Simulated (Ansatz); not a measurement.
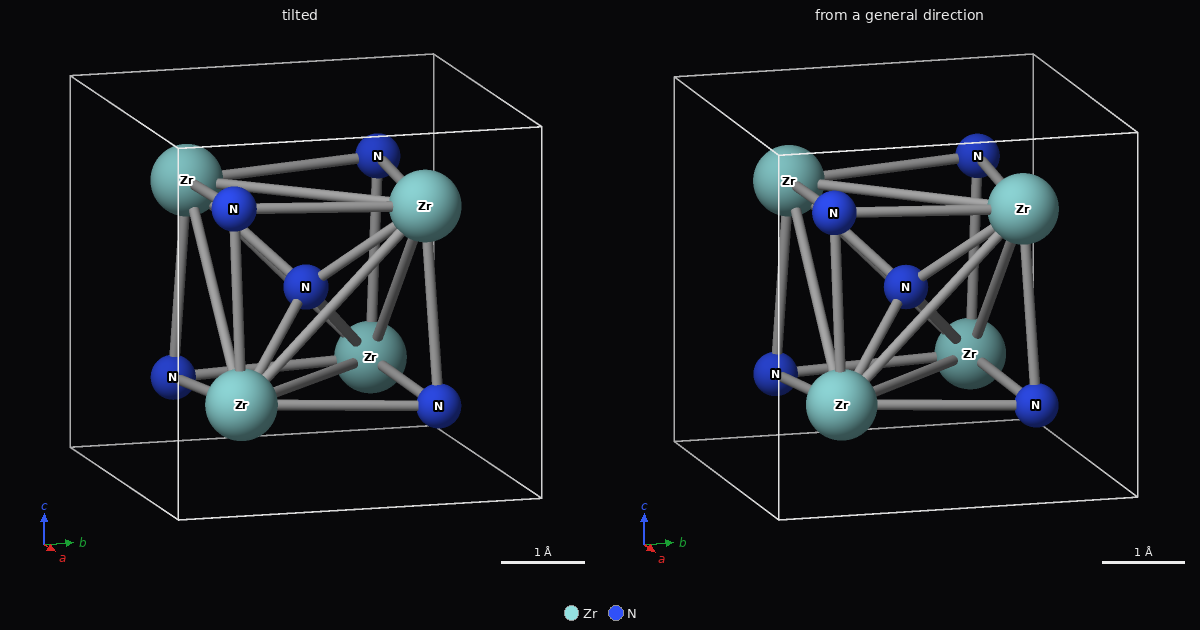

The image is a ball-and-stick drawing of a crystal, viewed slightly off an axis and from a general direction. The wireframe shows the supercell. The host is ZrN, in a cell of 8 sites, and the cell is neutral.

What defect is present?

Answer. An interstitial nitrogen atom. It is bonded to four Zr in a tetrahedral arrangement at about 2.0 Å.

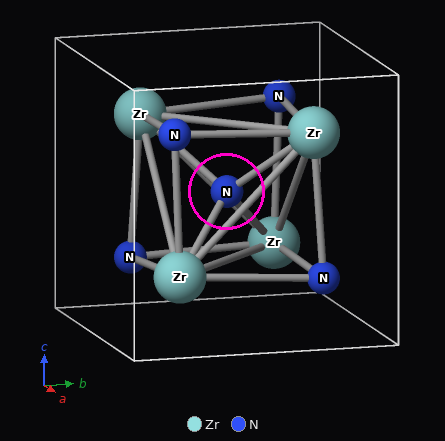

The same cell with a ring at the defect's site.

The atoms were relaxed in the host's cell with Ansatz 0.2.0, DFT PBE, scalar-relativistic, plane waves, PAW.
